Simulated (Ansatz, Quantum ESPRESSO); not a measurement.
# honeycomb AlN, 2 layers, AB' stacking: response to a perpendicular field, part 3 of 5

How does honeycomb AlN, 2 layers, AB' stacking respond to a gate-like field without added charge?

Quantum ESPRESSO 7.5; plane-wave DFT, PBE, SG15 norm-conserving pseudopotentials; geometry and cross-check by Ansatz 0.2.0 with PAW datasets.

So far. Step 3 (Ground state: no field): The run needed 11 iterations to bring the estimated error under 1e-09 Ry; the largest force on any atom, held or free, is 0.07 eV/Å. Step 4 (Electrostatic potential): The vacuum is flat to 0.1 meV/Å, so its level is well defined. Inside the slab the curve depends on the local part of the pseudopotentials; only the vacuum level has a meaning of its own.

### Step 5. Band structure: no field

The density is frozen and the levels are solved along a path.

Contents of f0.bands.in:

```
&control
  prefix = 'f0.bands'
  outdir = './out'
  pseudo_dir = './pseudo'
  calculation = 'bands'
  tefield = .true.
  dipfield = .true.
/
&system
  ibrav = 0
  nat = 4
  ntyp = 2
  ecutwfc = 60
  ecutrho = 240
  occupations = 'smearing'
  smearing = 'fd'
  degauss = 0.004
  edir = 3
  emaxpos = 0.97
  eopreg = 0.04
  eamp = 0.0
  nbnd = 22
/
&electrons
  conv_thr = 1e-07
  mixing_beta = 0.4
  electron_maxstep = 120
  mixing_mode = 'local-TF'
/
ATOMIC_SPECIES
  N   14.0070  N_ONCV_PBE-1.2.upf
  Al  26.9815  Al_ONCV_PBE-1.2.upf
CELL_PARAMETERS angstrom
  3.11909524224429 -0.00000000000000 0.00000000000000
  -1.55954762112215 2.70121571660673 0.00000000000000
  0.00000000000000 0.00000000000000 20.30000000000000
ATOMIC_POSITIONS crystal
  N   0.666666666667 0.333333333333 0.407514284202
  Al  0.333333333333 0.666666666667 0.408057736613
  N   0.666666666667 0.333333333333 0.592485809428
  Al  -0.000000000000 -0.000000000000 0.591942169756
K_POINTS crystal_b
4
  0.0000000000 0.0000000000 0.0000000000 14
  0.5000000000 0.0000000000 0.0000000000 14
  0.3333333333 0.3333333333 0.0000000000 14
  0.0000000000 0.0000000000 0.0000000000 1
```

On the command line:

```console
$ cp -r out/f0.save out/f0.bands.save
$ cp out/f0.xml out/f0.bands.xml
$ OMP_NUM_THREADS=1 mpirun -n 4 pw.x -nk 4 -in f0.bands.in > f0.bands.out
```

Output:

```text
[banner, memory and clock lines left out]
Program PWSCF v.7.5 starts

          URL

     Presently no symmetry can be used with electric field

     Atomic positions and unit cell read from directory:
     ./out/f0.bands.save/

     G-vector sticks info

     bravais-lattice index     =            0
     lattice parameter (alat)  =       5.8942  a.u.
     unit-cell volume          =    1154.1986 (a.u.)^3
     number of atoms/cell      =            4
     number of atomic types    =            2
     number of electrons       =        32.00
     number of Kohn-Sham states=           22
     kinetic-energy cutoff     =      60.0000  Ry
     charge density cutoff     =     240.0000  Ry
     Exchange-correlation= PBE
                           (   1   4   3   4   0   0   0)

     celldm(1)=   5.894236  celldm(2)=   0.000000  celldm(3)=   0.000000
     celldm(4)=   0.000000  celldm(5)=   0.000000  celldm(6)=   0.000000

     crystal axes: (cart. coord. in units of alat)
               a(1) = (   1.000000  -0.000000   0.000000 )
               a(2) = (  -0.500000   0.866025   0.000000 )
               a(3) = (   0.000000   0.000000   6.508298 )

     reciprocal axes: (cart. coord. in units 2 pi/alat)
               b(1) = (  1.000000  0.577350 -0.000000 )
               b(2) = (  0.000000  1.154701 -0.000000 )
               b(3) = ( -0.000000 -0.000000  0.153650 )

     PseudoPot. # 1 for N  read from file:
     ./pseudo/N_ONCV_PBE-1.2.upf
     Pseudo is Norm-conserving, Zval =  5.0
     Generated using ONCVPSP code by D. R. Hamann
     Using radial grid of  602 points,  4 beta functions with:
                l(1) =   0
                l(2) =   0
                l(3) =   1
                l(4) =   1

     PseudoPot. # 2 for Al read from file:
     ./pseudo/Al_ONCV_PBE-1.2.upf
     Pseudo is Norm-conserving, Zval = 11.0
     Generated using ONCVPSP code by D. R. Hamann
     Using radial grid of  602 points,  4 beta functions with:
                l(1) =   0
                l(2) =   0
                l(3) =   1
                l(4) =   1

     atomic species   valence    mass     pseudopotential
     N                 5.00    14.00700     N ( 1.00)
     Al               11.00    26.98150     Al( 1.00)

     No symmetry found

   Cartesian axes

     site n.     atom                  positions (alat units)
         1        N      tau(   1) = (   0.5000000   0.2886751   2.6522242  )
         2        Al     tau(   2) = (  -0.0000000   0.5773503   2.6557612  )
         3        N      tau(   3) = (   0.5000000   0.2886751   3.8560740  )
         4        Al     tau(   4) = (   0.0000000   0.0000000   3.8525358  )

     number of k points=    43  Fermi-Dirac smearing, width (Ry)=  0.0040
                       cart. coord. in units 2pi/alat
        k(    1) = (   0.0000000   0.0000000   0.0000000), wk =   0.0465116
        k(    2) = (   0.0357143   0.0206197   0.0000000), wk =   0.0465116
        k(    3) = (   0.0714286   0.0412393   0.0000000), wk =   0.0465116
        k(    4) = (   0.1071429   0.0618590   0.0000000), wk =   0.0465116
        k(    5) = (   0.1428571   0.0824786   0.0000000), wk =   0.0465116
        k(    6) = (   0.1785714   0.1030983   0.0000000), wk =   0.0465116
        k(    7) = (   0.2142857   0.1237179   0.0000000), wk =   0.0465116
        k(    8) = (   0.2500000   0.1443376   0.0000000), wk =   0.0465116
        k(    9) = (   0.2857143   0.1649572   0.0000000), wk =   0.0465116
        k(   10) = (   0.3214286   0.1855769   0.0000000), wk =   0.0465116
        k(   11) = (   0.3571429   0.2061965   0.0000000), wk =   0.0465116
        k(   12) = (   0.3928571   0.2268162   0.0000000), wk =   0.0465116
        k(   13) = (   0.4285714   0.2474358   0.0000000), wk =   0.0465116
        k(   14) = (   0.4642857   0.2680555   0.0000000), wk =   0.0465116
        k(   15) = (   0.5000000   0.2886751   0.0000000), wk =   0.0465116
        k(   16) = (   0.4880952   0.3092948   0.0000000), wk =   0.0465116
        k(   17) = (   0.4761905   0.3299144   0.0000000), wk =   0.0465116
        k(   18) = (   0.4642857   0.3505341   0.0000000), wk =   0.0465116
        k(   19) = (   0.4523810   0.3711537   0.0000000), wk =   0.0465116
        k(   20) = (   0.4404762   0.3917734   0.0000000), wk =   0.0465116
        k(   21) = (   0.4285714   0.4123930   0.0000000), wk =   0.0465116
        k(   22) = (   0.4166667   0.4330127   0.0000000), wk =   0.0465116
        k(   23) = (   0.4047619   0.4536324   0.0000000), wk =   0.0465116
        k(   24) = (   0.3928571   0.4742520   0.0000000), wk =   0.0465116
        k(   25) = (   0.3809524   0.4948717   0.0000000), wk =   0.0465116
        k(   26) = (   0.3690476   0.5154913   0.0000000), wk =   0.0465116
        k(   27) = (   0.3571429   0.5361110   0.0000000), wk =   0.0465116
        k(   28) = (   0.3452381   0.5567306   0.0000000), wk =   0.0465116
        k(   29) = (   0.3333333   0.5773503   0.0000000), wk =   0.0465116
        k(   30) = (   0.3095238   0.5361110   0.0000000), wk =   0.0465116
        k(   31) = (   0.2857143   0.4948717   0.0000000), wk =   0.0465116
        k(   32) = (   0.2619048   0.4536324   0.0000000), wk =   0.0465116
        k(   33) = (   0.2380952   0.4123930   0.0000000), wk =   0.0465116
        k(   34) = (   0.2142857   0.3711537   0.0000000), wk =   0.0465116
        k(   35) = (   0.1904762   0.3299144   0.0000000), wk =   0.0465116
        k(   36) = (   0.1666667   0.2886751   0.0000000), wk =   0.0465116
        k(   37) = (   0.1428571   0.2474358   0.0000000), wk =   0.0465116
        k(   38) = (   0.1190476   0.2061965   0.0000000), wk =   0.0465116
        k(   39) = (   0.0952381   0.1649572   0.0000000), wk =   0.0465116
        k(   40) = (   0.0714286   0.1237179   0.0000000), wk =   0.0465116
        k(   41) = (   0.0476190   0.0824786   0.0000000), wk =   0.0465116
        k(   42) = (   0.0238095   0.0412393   0.0000000), wk =   0.0465116
        k(   43) = (   0.0000000   0.0000000   0.0000000), wk =   0.0465116

     Dense  grid:    72579 G-vectors     FFT dimensions: (  30,  30, 192)

     The potential is recalculated from file :
     ./out/f0.bands.save/charge-density

     Adding external electric field

     Computed dipole along edir(3) :
        Dipole                0.0000 Ry au,          0.0000 Debye
        Dipole field          0.0000 Ry au,

        Potential amp.       -0.0000 Ry
        Total length         36.8270 bohr

     Starting wfcs are random

     Band Structure Calculation
     Davidson diagonalization with overlap

     ethr =  3.13E-10,  avg # of iterations = 47.0

     End of band structure calculation

[...]
-102.4374-102.4371 -64.2197 -64.2197 -63.8788 -63.8788 -63.8732 -63.8731
   -14.1100 -14.0540  -6.6821  -6.5049  -3.2500  -3.2049  -2.3854  -1.8294
     2.7057   3.9846   4.3674   4.8690   6.3479   7.6171

          k = 0.5000 0.2887 0.0000 (  9072 PWs)   bands (ev):

  -102.4373-102.4371 -64.2197 -64.2197 -63.8789 -63.8789 -63.8732 -63.8732
   -14.0863 -14.0312  -6.7289  -6.5506  -3.2583  -3.2132  -2.3383  -1.7984
     2.6536   4.0043   4.3926   4.8113   6.4011   7.7616

          k = 0.4881 0.3093 0.0000 (  9078 PWs)   bands (ev):

  -102.4373-102.4372 -64.2197 -64.2197 -63.8789 -63.8789 -63.8732 -63.8732
   -14.0842 -14.0292  -6.7228  -6.5447  -3.2821  -3.2354  -2.3349  -1.7959
     2.6608   4.0292   4.3976   4.8351   6.4076   7.7529

          k = 0.4762 0.3299 0.0000 (  9060 PWs)   bands (ev):

  -102.4372-102.4370 -64.2197 -64.2197 -63.8788 -63.8788 -63.8733 -63.8733
   -14.0781 -14.0232  -6.7043  -6.5267  -3.3520  -3.3005  -2.3246  -1.7877
     2.6823   4.1018   4.4128   4.9047   6.4275   7.7248

          k = 0.4643 0.3505 0.0000 (  9062 PWs)   bands (ev):

  -102.4372-102.4370 -64.2197 -64.2197 -63.8788 -63.8788 -63.8734 -63.8734
   -14.0681 -14.0136  -6.6736  -6.4968  -3.4639  -3.4055  -2.3078  -1.7749
     2.7179   4.2150   4.4394   5.0141   6.4616   7.6717

          k = 0.4524 0.3712 0.0000 (  9074 PWs)   bands (ev):

  -102.4373-102.4371 -64.2197 -64.2197 -63.8787 -63.8787 -63.8736 -63.8736
   -14.0546 -14.0005  -6.6309  -6.4553  -3.6114  -3.5448  -2.2852  -1.7578
     2.7676   4.3498   4.4867   5.1541   6.5112   7.5884

          k = 0.4405 0.3918 0.0000 (  9078 PWs)   bands (ev):

  -102.4373-102.4372 -64.2197 -64.2197 -63.8786 -63.8786 -63.8738 -63.8738
   -14.0380 -13.9843  -6.5762  -6.4021  -3.7870  -3.7114  -2.2572  -1.7365
     2.8311   4.4465   4.6021   5.3128   6.5783   7.4743

          k = 0.4286 0.4124 0.0000 (  9068 PWs)   bands (ev):

  -102.4372-102.4372 -64.2197 -64.2197 -63.8785 -63.8784 -63.8741 -63.8741
   -14.0189 -13.9658  -6.5099  -6.3376  -3.9834  -3.8985  -2.2247  -1.7119
     2.9079   4.4920   4.7836   5.4761   6.6650   7.3377

          k = 0.4167 0.4330 0.0000 (  9072 PWs)   bands (ev):

  -102.4372-102.4372 -64.2197 -64.2197 -63.8783 -63.8783 -63.8744 -63.8743
   -13.9980 -13.9455  -6.4323  -6.2621  -4.1942  -4.0991  -2.1890  -1.6853
     2.9978   4.5179   4.9809   5.6299   6.7713   7.1962

          k = 0.4048 0.4536 0.0000 (  9060 PWs)   bands (ev):

  -102.4371-102.4371 -64.2197 -64.2197 -63.8781 -63.8781 -63.8747 -63.8746
   -13.9762 -13.9244  -6.3436  -6.1760  -4.4115  -4.3073  -2.1512  -1.6573
     3.1001   4.5240   5.1737   5.7623   6.8930   7.0736

          k = 0.3929 0.4743 0.0000 (  9066 PWs)   bands (ev):

  -102.4372-102.4371 -64.2197 -64.2197 -63.8780 -63.8779 -63.8750 -63.8750
   -13.9544 -13.9033  -6.2446  -6.0800  -4.6297  -4.5175  -2.1133  -1.6295
     3.2141   4.5014   5.3495   5.8657   6.9941   7.0167

          k = 0.3810 0.4949 0.0000 (  9054 PWs)   bands (ev):

  -102.4371-102.4371 -64.2197 -64.2197 -63.8778 -63.8777 -63.8753 -63.8753
   -13.9337 -13.8833  -6.1357  -5.9751  -4.8432  -4.7239  -2.0764  -1.6027
     3.3389   4.4419   5.5017   5.9374   6.9732   7.1218

          k = 0.3690 0.5155 0.0000 (  9056 PWs)   bands (ev):

  -102.4371-102.4371 -64.2197 -64.2196 -63.8776 -63.8775 -63.8756 -63.8756
   -13.9154 -13.8656  -6.0181  -5.8625  -5.0468  -4.9215  -2.0435  -1.5791
     3.4731   4.3438   5.6311   5.9767   7.0074   7.1866

          k = 0.3571 0.5361 0.0000 (  9067 PWs)   bands (ev):

  -102.4372-102.4372 -64.2197 -64.2196 -63.8774 -63.8774 -63.8759 -63.8759
   -13.9008 -13.8514  -5.8932  -5.7463  -5.2327  -5.1058  -2.0168  -1.5602
     3.6152   4.2142   5.7430   5.9837   7.0738   7.2047

          k = 0.3452 0.5567 0.0000 (  9077 PWs)   bands (ev):

  -102.4373-102.4373 -64.2197 -64.2196 -63.8772 -63.8772 -63.8761 -63.8761
   -13.8910 -13.8420  -5.7650  -5.6443  -5.3801  -5.2695  -1.9988  -1.5474
     3.7630   4.0660   5.8392   5.9605   7.1390   7.1926

          k = 0.3333 0.5774 0.0000 (  9069 PWs)   bands (ev):

  -102.4372-102.4372 -64.2197 -64.2196 -63.8772 -63.8771 -63.8762 -63.8762
   -13.8875 -13.8386  -5.6517  -5.6517  -5.3916  -5.3916  -1.9922  -1.5425
     3.9134   3.9134   5.9127   5.9127   7.1743   7.1743

          k = 0.3095 0.5361 0.0000 (  9073 PWs)   bands (ev):

  -102.4373-102.4372 -64.2197 -64.2196 -63.8773 -63.8773 -63.8759 -63.8759
   -13.9038 -13.8544  -5.8621  -5.7177  -5.2576  -5.1318  -2.0237  -1.5642
     3.6403   4.2049   5.7852   5.9189   7.1601   7.1686

          k = 0.2857 0.4949 0.0000 (  9063 PWs)   bands (ev):

  -102.4373-102.4370 -64.2197 -64.2197 -63.8775 -63.8775 -63.8754 -63.8754
   -13.9573 -13.9059  -6.0023  -5.8456  -4.9406  -4.8192  -2.1273  -1.6344
     3.4562   4.4393   5.6472   5.6996   7.1839   7.2040

          k = 0.2619 0.4536 0.0000 (  9059 PWs)   bands (ev):

  -102.4373-102.4370 -64.2197 -64.2197 -63.8776 -63.8776 -63.8748 -63.8748
   -14.0512 -13.9964  -6.0337  -5.8732  -4.6032  -4.4928  -2.3052  -1.7572
     3.3787   4.5501   5.1893   5.7320   7.2081   7.2403

          k = 0.2381 0.4124 0.0000 (  9055 PWs)   bands (ev):

  -102.4372-102.4369 -64.2198 -64.2197 -63.8774 -63.8774 -63.8743 -63.8743
   -14.1829 -14.1234  -5.9531  -5.7918  -4.2632  -4.1662  -2.5459  -1.9268
     3.3854   4.5091   4.6856   5.8885   7.0471   7.0899

          k = 0.2143 0.3712 0.0000 (  9041 PWs)   bands (ev):

  -102.4371-102.4369 -64.2198 -64.2198 -63.8770 -63.8770 -63.8737 -63.8737
   -14.3449 -14.2801  -5.7668  -5.6065  -3.9325  -3.8491  -2.8275  -2.1325
     3.3996   4.2410   4.3430   6.1232   6.4566   6.8269

          k = 0.1905 0.3299 0.0000 (  9037 PWs)   bands (ev):

  -102.4370-102.4369 -64.2199 -64.2199 -63.8764 -63.8763 -63.8732 -63.8732
   -14.5267 -14.4561  -5.4871  -5.3289  -3.6231  -3.5528  -3.1261  -2.3590
     3.2426   4.0151   4.0898   5.9042   6.3571   6.4494

          k = 0.1667 0.2887 0.0000 (  9053 PWs)   bands (ev):

  -102.4371-102.4371 -64.2200 -64.2200 -63.8756 -63.8756 -63.8727 -63.8727
   -14.7162 -14.6401  -5.1308  -4.9750  -3.4205  -3.3444  -3.2862  -2.5904
     2.8765   3.7878   4.0060   5.4280   5.9398   6.6890

          k = 0.1429 0.2474 0.0000 (  9047 PWs)   bands (ev):

  -102.4372-102.4370 -64.2201 -64.2201 -63.8747 -63.8747 -63.8723 -63.8723
   -14.9023 -14.8209  -4.7192  -4.5630  -3.6916  -3.1034  -3.0555  -2.8130
     2.4611   3.4696   4.0084   5.0432   5.5093   6.4480

          k = 0.1190 0.2062 0.0000 (  9045 PWs)   bands (ev):

  -102.4372-102.4370 -64.2202 -64.2201 -63.8738 -63.8738 -63.8719 -63.8719
   -15.0749 -14.9891  -4.3010  -4.1160  -3.8996  -3.0146  -2.9042  -2.8647
     2.0566   3.1576   3.9315   4.7590   5.1161   6.2153

          k = 0.0952 0.1650 0.0000 (  9077 PWs)   bands (ev):

  -102.4375-102.4373 -64.2203 -64.2202 -63.8729 -63.8729 -63.8716 -63.8716
   -15.2262 -15.1367  -4.2236  -3.7147  -3.6680  -3.1790  -2.7477  -2.7143
     1.6784   2.8658   3.7814   4.5576   4.7674   6.0610

          k = 0.0714 0.1237 0.0000 (  9081 PWs)   bands (ev):

  -102.4375-102.4374 -64.2203 -64.2203 -63.8721 -63.8721 -63.8713 -63.8713
   -15.3498 -15.2574  -4.3679  -3.4006  -3.2798  -3.1502  -2.6320  -2.6026
     1.3354   2.6044   3.6133   4.4064   4.4716   5.9639

          k = 0.0476 0.0825 0.0000 (  9085 PWs)   bands (ev):

  -102.4375-102.4374 -64.2204 -64.2203 -63.8715 -63.8715 -63.8711 -63.8711
   -15.4412 -15.3468  -4.4856  -3.4678  -2.8826  -2.8132  -2.5532  -2.5265
     1.0430   2.3870   3.4720   4.2419   4.2926   5.8002

          k = 0.0238 0.0412 0.0000 (  9095 PWs)   bands (ev):

  -102.4376-102.4375 -64.2204 -64.2204 -63.8711 -63.8711 -63.8710 -63.8710
   -15.4973 -15.4016  -4.5585  -3.5266  -2.5985  -2.5598  -2.5079  -2.4820
     0.8345   2.2366   3.3804   4.0948   4.2202   5.6741

          k = 0.0000 0.0000 0.0000 (  9113 PWs)   bands (ev):

  -102.4379-102.4375 -64.2204 -64.2204 -63.8710 -63.8710 -63.8710 -63.8710
   -15.5161 -15.4201  -4.5831  -3.5469  -2.4934  -2.4934  -2.4678  -2.4678
     0.7566   2.1818   3.3488   4.0441   4.1951   5.6312

     XML data file, pseudopotentials, collected wavefunctions

                                        0.00s GPU  (     627 calls)
```

The job ended after 26 s (4 MPI ranks of Arm Neoverse V2, shared host; peak memory 0.31 GiB; 1.7 min of CPU time).

This step gave:

| Property | Result |
| --- | --- |
| valence top, on the run's zero | -1.543 eV |

Band numbers count within the set of bands kept for display. Electronic bands along the path, in eV, zero at the highest filled level of the SCF mesh; v1 is the highest filled band, c1 the lowest empty one:

| point | v4 | v3 | v2 | v1 | c1 | c2 | c3 | c4 |
| --- | --- | --- | --- | --- | --- | --- | --- | --- |
| Γ | -0.95 | -0.95 | -0.93 | -0.93 | 2.30 | 3.72 | 4.89 | 5.59 |
| M | -1.72 | -1.67 | -0.80 | -0.26 | 4.20 | 5.55 | 5.94 | 6.35 |
| K | -3.85 | -3.85 | -0.45 | 0.00 | 5.46 | 5.46 | 7.46 | 7.46 |
| Γ | -0.95 | -0.95 | -0.93 | -0.93 | 2.30 | 3.72 | 4.89 | 5.59 |

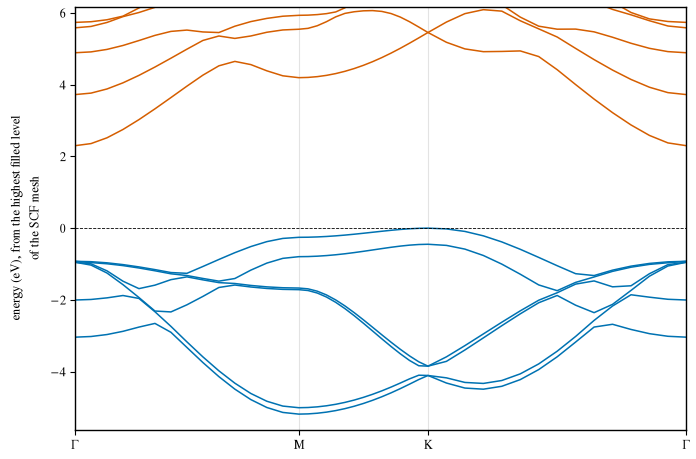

Electronic bands along the path; lines of filled and empty bands in two colours.

Along this path the valence top lies at K and the conduction bottom at Γ.

### Step 6. Self-consistent run: field 0.1 V/Å

eamp is the field in Hartree atomic units (1 a.u. = 51.42 V/Å). With dipfield on, it is the field in the vacuum beside an isolated sheet. The run starts from the density of the one before.

Contents of f1.in:

```
&control
  prefix = 'f1'
  outdir = './out'
  pseudo_dir = './pseudo'
  calculation = 'scf'
  tprnfor = .true.
  tefield = .true.
  dipfield = .true.
/
&system
  ibrav = 0
  nat = 4
  ntyp = 2
  ecutwfc = 60
  ecutrho = 240
  occupations = 'smearing'
  smearing = 'fd'
  degauss = 0.004
  edir = 3
  emaxpos = 0.97
  eopreg = 0.04
  eamp = 0.00194469
/
&electrons
  conv_thr = 1e-09
  mixing_beta = 0.4
  electron_maxstep = 120
  mixing_mode = 'plain'
  startingpot = 'file'
/
ATOMIC_SPECIES
  N   14.0070  N_ONCV_PBE-1.2.upf
  Al  26.9815  Al_ONCV_PBE-1.2.upf
CELL_PARAMETERS angstrom
  3.11909524224429 -0.00000000000000 0.00000000000000
  -1.55954762112215 2.70121571660673 0.00000000000000
  0.00000000000000 0.00000000000000 20.30000000000000
ATOMIC_POSITIONS crystal
  N   0.666666666667 0.333333333333 0.407514284202
  Al  0.333333333333 0.666666666667 0.408057736613
  N   0.666666666667 0.333333333333 0.592485809428
  Al  -0.000000000000 -0.000000000000 0.591942169756
K_POINTS automatic
  12 12 1 0 0 0
```

On the command line:

```console
$ cp -r out/f0.save out/f1.save
$ OMP_NUM_THREADS=1 mpirun -n 4 pw.x -nk 4 -in f1.in > f1.out
```

Output:

```text
[banner, memory and clock lines left out]
Program PWSCF v.7.5 starts
[...]
number of electrons       =        32.00
     number of Kohn-Sham states=           20
     kinetic-energy cutoff     =      60.0000  Ry
     charge density cutoff     =     240.0000  Ry
[...]
number of k points=    74  Fermi-Dirac smearing, width (Ry)=  0.0040
[...]
Dense  grid:    72579 G-vectors     FFT dimensions: (  30,  30, 192)
     The initial density is read from file :
[...]
Starting wfcs are random
[...]
estimated scf accuracy    <       0.00100219 Ry
[...]
estimated scf accuracy    <       0.00029393 Ry
[...]
estimated scf accuracy    <       0.00000079 Ry
[...]
estimated scf accuracy    <       0.00000014 Ry
[...]
estimated scf accuracy    <       0.00000002 Ry
[...]
estimated scf accuracy    <          1.4E-09 Ry
[...]
Computed dipole along edir(3) :
        Dipole                0.0475 Ry au,          0.1207 Debye
        Dipole field          0.0005 Ry au,
        E field amplitude [Ha a.u.]:  1.9447E-03
        Potential amp.        0.1052 Ry
        Total length         36.8270 bohr
[...]
the Fermi energy is    -0.2701 ev
!    total energy              =    -316.87825544 Ry
     estimated scf accuracy    <          2.4E-10 Ry
     smearing contrib. (-TS)   =      -0.00000000 Ry
     internal energy E=F+TS    =    -316.87825544 Ry
[...]
one-electron contribution =   -1479.31843320 Ry
     hartree contribution      =     719.68165083 Ry
     xc contribution           =     -41.70902211 Ry
     ewald contribution        =     484.46770916 Ry
     electric field correction =      -0.00016011 Ry
     convergence has been achieved in   7 iterations
[...]
Total force =     0.004517     Total SCF correction =     0.000071
[...]
```

Wall time 47 s (4 MPI ranks); peak memory 0.54 GiB; 3.1 min of CPU time.

Read from the output:

| Property | Result |
| --- | --- |
| free energy | -4311.3483 eV |
| Fermi energy | -0.2701 eV |
| dipole along the normal | 0.02513 e·Å |
| valence top, on the run's zero | -1.522 eV |
| conduction bottom, on the run's zero | 0.7658 eV |
| gap by band count | 2.287 eV |

The dipole goes from 0.0000 to 0.0251 e Å, 0.2513 e Å per V/Å.

### Step 7. Electrostatic potential

Contents of f1.pot.in:

```
&inputpp
  prefix = 'f1'
  outdir = './out'
  filplot = 'f1.pot.dat'
  plot_num = 11
/
```

On the command line:

```console
$ OMP_NUM_THREADS=1 mpirun -n 4 pp.x -in f1.pot.in > f1.pot.out
```

The job ended after 0.69 s (4 MPI ranks; peak memory 0.1 GiB).

Numbers from this step:

- slope of the potential above: 0.1001 eV/Å
- upper vacuum line continued to the top atoms, over the valence top: 5.084 eV
- slope of the potential below: 0.09991 eV/Å
- lower vacuum line continued to the bottom atoms, over the valence top: 5.248 eV

The slope in the vacuum is 0.100 eV/Å for an applied 0.10 V/Å, as it should be.

[end of part 3 of 5]

[Logs are printed without paths, hosts, clocks, repeated set-up lines and the standing remarks that a program may print on its own settings, such as how far it seeks lower states.]

[Hosts, paths, dates, database ids (printed as entryN), source tags and the programs' standing remarks are cut or masked in the printed files.]

[Maps of the electrostatic potential energy from Ansatz leave out the sawtooth potential of an applied field or a dipole correction, so their vacuum need not be flat; planar profiles and work functions include it.]
